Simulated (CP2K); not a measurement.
**Geometry relaxation, with input and output: BN (part 2 of 4)**

The same run, continued: BN (P6₃mc, 4 atoms in the cell); DFTB (no charge self-consistency), tables shipped with the program (CP2K 2026.2); 9×9×5 k-mesh. The structure was built on a prototype by a generator. The geometry comes from this level: r2SCAN.

Geometry of the input (Å; fractional positions):
```
2.5439  0.0000  0.0000
-1.2720  2.2031  0.0000
-0.0000  -0.0000  4.2078
B  0.3333  0.6667  0.0002
B  0.6667  0.3333  0.5002
N  0.3333  0.6667  0.3748
N  0.6667  0.3333  0.8748
```

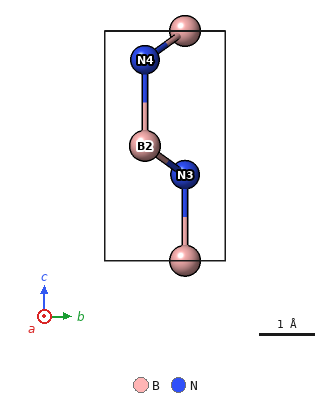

Fig. 1: The input geometry (ball-and-stick view of the cell of the calculation, along the a axis; atoms are numbered from 1 in the order of the input).

The program's output, continued
```
 STRESS| Analytical stress tensor [bar]
 STRESS|                        x                   y                   z
 STRESS|      x        1.80887913396E+05  -1.22678992499E+04   1.94180343207E-06
 STRESS|      y       -1.22678992499E+04   1.66775413574E+05  -1.34292220876E-06
 STRESS|      z        1.94180343207E-06  -1.34292220876E-06   2.17003668027E+05
 STRESS| 1/3 Trace                                             1.88222331666E+05
 STRESS| Determinant                                           6.51383278541E+15

 STRESS| Eigenvectors and eigenvalues of the analytical stress tensor [bar]
 STRESS|                        1                   2                   3
 STRESS| Eigenvalues   1.59679207344E+05   1.87984119626E+05   2.17003668027E+05
 STRESS|      x           0.500705322028      0.865617802782      0.000000000069
 STRESS|      y           0.865617802782     -0.500705322028     -0.000000000043
 STRESS|      z           0.000000000003     -0.000000000081      1.000000000000

 SPGR STRESS| Symmetrized stress tensor [GPa]
 SPGR STRESS|                        x                   y                   z
 SPGR STRESS|      x        1.73560892853E+01   5.67723821673E-02  -9.09704592956E-27
 SPGR STRESS|      y        5.67723821673E-02   1.74213976137E+01  -3.86818086863E-27
 SPGR STRESS|      z       -9.09704592956E-27  -3.86818086863E-27   2.17003668027E+01
 SPGR STRESS| 1/3 Trace                                             1.88259512339E+01
 SPGR STRESS| Determinant                                           6.56141208097E+03

 SPGR STRESS| Eigenvectors and eigenvalues of the symmetrized stress tensor [GPa]
 SPGR STRESS|                        1                   2                   3
 SPGR STRESS| Eigenvalues   1.73232499550E+01   1.74542369440E+01   2.17003668027E+01
 SPGR STRESS|      x           0.865617230243      0.500706311830     -0.000000000000
 SPGR STRESS|      y          -0.500706311830      0.865617230243     -0.000000000000
 SPGR STRESS|      z           0.000000000000      0.000000000000      1.000000000000

 OPT| **************************************************************************
 OPT| Step number                                                              1
 OPT| Optimization method                                                   BFGS
 OPT| Total energy [hartree]                                       -6.9861453878
 OPT| Internal pressure [bar]                                  188259.5123389451
 OPT| Effective energy change [hartree]                            -0.0017589378
 OPT| Predicted energy change [hartree]                            -0.0010198899
 OPT| Scaling factor                                                0.0000000000
 OPT| Step size                                                     0.0315698369
 OPT| Trust radius                                                  0.4724315332
 OPT| Decrease in energy                                                     YES
 OPT| Used time [s]                                                        0.598
 OPT|
 OPT| Maximum step size                                             0.0315698369
 OPT| Convergence limit for maximum step size                       0.0030000000
 OPT| Maximum step size is converged                                          NO
 OPT|
 OPT| RMS step size                                                 0.0106452382
 OPT| Convergence limit for RMS step size                           0.0015000000
 OPT| RMS step size is converged                                              NO
 OPT|
 OPT| Maximum gradient                                              0.0228121315
 OPT| Convergence limit for maximum gradient                        0.0003000000
 OPT| Maximum gradient is converged                                           NO
 OPT|
 OPT| RMS gradient                                                  0.0079469050
 OPT| Convergence limit for RMS gradient                            0.0003000000
 OPT| RMS gradient is converged                                               NO
 OPT|
 OPT| Pressure deviation [bar]                                 188259.5123389451
 OPT| Pressure tolerance [bar]                                    300.0000000000
 OPT| Pressure is converged                                                   NO
 OPT| **************************************************************************
 OPT| Estimated peak process memory after this step [MiB]                    150

 --------------------------
 OPTIMIZATION STEP:      2
 --------------------------

 CELL| Volume [angstrom^3]:                                            25.051967
 CELL| Vector a [angstrom]:       2.600     0.000     0.000   |a| =     2.600143
 CELL| Vector b [angstrom]:      -1.272     2.268     0.000   |b| =     2.600271
 CELL| Vector c [angstrom]:      -0.000    -0.000     4.248   |c| =     4.248144
 CELL| Angle (b,c), alpha [degree]:                                    90.000000
 CELL| Angle (a,c), beta  [degree]:                                    90.000000
 CELL| Angle (a,b), gamma [degree]:                                   119.282180
 CELL| Numerically orthorhombic:                                              NO
 CELL| Periodicity                                                           XYZ

 Extrapolation method: ASPC

 Number of electrons:                                                         16
 Number of occupied orbitals:                                                  8
 Number of molecular orbitals:                                                16

 Number of orbital functions:                                                 16
 Number of independent orbital functions:                                     16

 Diagonalization                       Time:      0.25             -6.9885105549
  Core Hamiltonian energy:                                     -7.49013448455225
  Repulsive potential energy:                                   0.50162392964919
  Dispersion energy:                                            0.00000000000000
  Electronic entropic energy:                                  -0.00000000000000
  Fermi energy:                                                -0.15541696424542

  Total energy:                                                -6.98851055490306

 ENERGY| Total FORCE_EVAL ( QS ) energy [hartree]             -6.988510554903060

 FORCES| Atomic forces [hartree/bohr]
 FORCES|   Atom     x               y               z               |f|
 FORCES|      1  3.56876302E-04 -2.12015519E-04 -3.97013485E-04   5.74396189E-04
 FORCES|      2 -3.56876304E-04  2.12015514E-04 -3.97013492E-04   5.74396194E-04
 FORCES|      3 -5.90914823E-05  3.38189929E-05  3.97013493E-04   4.02809187E-04
 FORCES|      4  5.90914849E-05 -3.38189885E-05  3.97013484E-04   4.02809179E-04
 FORCES| Sum    -8.06646416E-17  2.73218947E-17  5.76795556E-17
 FORCES| Total atomic force                                       1.02860106E-16

 STRESS| Analytical stress tensor [bar]
 STRESS|                        x                   y                   z
 STRESS|      x        3.04412461122E+04  -3.97648398351E+04   2.63300379792E-06
 STRESS|      y       -3.97648398351E+04  -1.45722850062E+04  -6.26012095255E-06
 STRESS|      z        2.63300379792E-06  -6.26012095255E-06   1.29228204893E+05
 STRESS| 1/3 Trace                                             4.83657219998E+04
 STRESS| Determinant                                          -2.61666567805E+14

 STRESS| Eigenvectors and eigenvalues of the analytical stress tensor [bar]
 STRESS|                        1                   2                   3
 STRESS| Eigenvalues  -3.77579365755E+04   5.36268976815E+04   1.29228204893E+05
 STRESS|      x           0.503700739291      0.863878212040      0.000000000050
 STRESS|      y           0.863878212040     -0.503700739291     -0.000000000057
 STRESS|      z           0.000000000024     -0.000000000072      1.000000000000

 SPGR STRESS| Symmetrized stress tensor [GPa]
 SPGR STRESS|                        x                   y                   z
 SPGR STRESS|      x        8.53385404684E-01   1.07817011626E-02  -6.19126009220E-19
 SPGR STRESS|      y        1.07817011626E-02   8.65588835191E-01  -1.01075297413E-17
 SPGR STRESS|      z       -6.19126009220E-19  -1.01075297413E-17   1.29228204893E+01
 SPGR STRESS| 1/3 Trace                                             4.88059824307E+00
 SPGR STRESS| Determinant                                           9.54433817629E+00

 SPGR STRESS| Eigenvectors and eigenvalues of the symmetrized stress tensor [GPa]
 SPGR STRESS|                        1                   2                   3
 SPGR STRESS| Eigenvalues   8.47098576480E-01   8.71875663395E-01   1.29228204893E+01
 SPGR STRESS|      x           0.863865980760      0.503721716114     -0.000000000000
 SPGR STRESS|      y          -0.503721716114      0.863865980760     -0.000000000000
 SPGR STRESS|      z          -0.000000000000      0.000000000000      1.000000000000

 OPT| **************************************************************************
 OPT| Step number                                                              2
 OPT| Optimization method                                                   BFGS
 OPT| Total energy [hartree]                                       -6.9885105549
 OPT| Internal pressure [bar]                                   48805.9824307286
 OPT| Effective energy change [hartree]                            -0.0023651671
 OPT| Predicted energy change [hartree]                            -0.0022666830
 OPT| Scaling factor                                                0.0000000000
 OPT| Step size                                                     0.0910480272
 OPT| Trust radius                                                  0.4724315332
 OPT| Decrease in energy                                                     YES
 OPT| Used time [s]                                                        0.599
 OPT|
 OPT| Maximum step size                                             0.0910480272
 OPT| Convergence limit for maximum step size                       0.0030000000
 OPT| Maximum step size is converged                                          NO
 OPT|
 OPT| RMS step size                                                 0.0316921032
 OPT| Convergence limit for RMS step size                           0.0015000000
 OPT| RMS step size is converged                                              NO
 OPT|
 OPT| Maximum gradient                                              0.0092499651
 OPT| Convergence limit for maximum gradient                        0.0003000000
 OPT| Maximum gradient is converged                                           NO
 OPT|
 OPT| RMS gradient                                                  0.0022178264
 OPT| Convergence limit for RMS gradient                            0.0003000000
 OPT| RMS gradient is converged                                               NO
 OPT|
 OPT| Pressure deviation [bar]                                  48805.9824307286
 OPT| Pressure tolerance [bar]                                    300.0000000000
 OPT| Pressure is converged                                                   NO
 OPT| **************************************************************************
 OPT| Estimated peak process memory after this step [MiB]                    151

 --------------------------
 OPTIMIZATION STEP:      3
 --------------------------

 CELL| Volume [angstrom^3]:                                            25.282482
 CELL| Vector a [angstrom]:       2.608     0.000     0.000   |a| =     2.607554
 CELL| Vector b [angstrom]:      -1.272     2.277     0.000   |b| =     2.607722
 CELL| Vector c [angstrom]:      -0.000    -0.000     4.259   |c| =     4.258981
 CELL| Angle (b,c), alpha [degree]:                                    90.000000
 CELL| Angle (a,c), beta  [degree]:                                    90.000000
 CELL| Angle (a,b), gamma [degree]:                                   119.189626
 CELL| Numerically orthorhombic:                                              NO
 CELL| Periodicity                                                           XYZ

 Extrapolation method: ASPC

 Number of electrons:                                                         16
 Number of occupied orbitals:                                                  8
 Number of molecular orbitals:                                                16

 Number of orbital functions:                                                 16
 Number of independent orbital functions:                                     16

 Diagonalization                       Time:      0.25             -6.9886126491
  Core Hamiltonian energy:                                     -7.48280987138130
  Repulsive potential energy:                                   0.49419722223856
  Dispersion energy:                                            0.00000000000000
  Electronic entropic energy:                                  -0.00000000000000
  Fermi energy:                                                -0.15969799856083

  Total energy:                                                -6.98861264914273

 ENERGY| Total FORCE_EVAL ( QS ) energy [hartree]             -6.988612649142734

 FORCES| Atomic forces [hartree/bohr]
 FORCES|   Atom     x               y               z               |f|
 FORCES|      1  5.04053232E-04 -3.00440677E-04 -3.25281555E-04   6.70926487E-04
 FORCES|      2 -5.04053237E-04  3.00440682E-04 -3.25281559E-04   6.70926495E-04
 FORCES|      3  3.16998293E-05 -2.03479717E-05  3.25281558E-04   3.27455357E-04
 FORCES|      4 -3.16998247E-05  2.03479663E-05  3.25281556E-04   3.27455354E-04
 FORCES| Sum    -5.89805982E-17  2.51534904E-17  5.63785130E-18
 FORCES| Total atomic force                                       6.43676503E-17

 STRESS| Analytical stress tensor [bar]
 STRESS|                        x                   y                   z
 STRESS|      x        7.16377482754E+03  -4.35492532719E+04  -1.28753017067E-05
 STRESS|      y       -4.35492532719E+04  -4.20267738006E+04   8.27456163424E-06
 STRESS|      z       -1.28753017067E-05   8.27456163424E-06   1.04787405162E+05
 STRESS| 1/3 Trace                                             2.33081353962E+04
 STRESS| Determinant                                          -2.30281619426E+14

 STRESS| Eigenvectors and eigenvalues of the analytical stress tensor [bar]
 STRESS|                        1                   2                   3
 STRESS| Eigenvalues  -6.74461471323E+04   3.25831481592E+04   1.04787405162E+05
 STRESS|      x           0.504102458167      0.863643856963     -0.000000000181
 STRESS|      y           0.863643856963     -0.504102458167      0.000000000110
 STRESS|      z          -0.000000000004      0.000000000212      1.000000000000

 SPGR STRESS| Symmetrized stress tensor [GPa]
 SPGR STRESS|
[...]
--------------------
 OPTIMIZATION STEP:      6
 --------------------------

 CELL| Volume [angstrom^3]:                                            25.611959
 CELL| Vector a [angstrom]:       2.608     0.000     0.000   |a| =     2.607595
 CELL| Vector b [angstrom]:      -1.272     2.277     0.000   |b| =     2.607862
 CELL| Vector c [angstrom]:      -0.000    -0.000     4.314   |c| =     4.314325
 CELL| Angle (b,c), alpha [degree]:                                    90.000000
 CELL| Angle (a,c), beta  [degree]:                                    90.000000
 CELL| Angle (a,b), gamma [degree]:                                   119.192967
 CELL| Numerically orthorhombic:                                              NO
 CELL| Periodicity                                                           XYZ

 Extrapolation method: ASPC

 Number of electrons:                                                         16
 Number of occupied orbitals:                                                  8
 Number of molecular orbitals:                                                16

 Number of orbital functions:                                                 16
 Number of independent orbital functions:                                     16

 Diagonalization                       Time:      0.25             -6.9890192480
  Core Hamiltonian energy:                                     -7.47271996193873
  Repulsive potential energy:                                   0.48370071394659
  Dispersion energy:                                            0.00000000000000
  Electronic entropic energy:                                  -0.00000000000000
  Fermi energy:                                                -0.16931076540956

  Total energy:                                                -6.98901924799214

 ENERGY| Total FORCE_EVAL ( QS ) energy [hartree]             -6.989019247992137

 FORCES| Atomic forces [hartree/bohr]
 FORCES|   Atom     x               y               z               |f|
 FORCES|      1  5.28243468E-04 -3.17537075E-04 -2.91367811E-04   6.81737601E-04
 FORCES|      2 -5.28243469E-04  3.17537081E-04 -2.91367815E-04   6.81737607E-04
 FORCES|      3  7.82234090E-05 -4.90519815E-05  2.91367815E-04   3.05647186E-04
 FORCES|      4 -7.82234078E-05  4.90519755E-05  2.91367811E-04   3.05647180E-04
 FORCES| Sum     5.98479599E-17 -3.29597460E-17 -5.55111512E-17
 FORCES| Total atomic force                                       8.80318753E-17

 STRESS| Analytical stress tensor [bar]
 STRESS|                        x                   y                   z
 STRESS|      x        2.78119393944E+03  -4.27241748645E+04   1.76255814453E-07
 STRESS|      y       -4.27241748645E+04  -4.57965541328E+04   1.32597561840E-05
 STRESS|      z        1.76255814453E-07   1.32597561840E-05   4.68292996454E+03
 STRESS| 1/3 Trace                                            -1.27774767429E+04
 STRESS| Determinant                                          -9.14447074666E+12
```
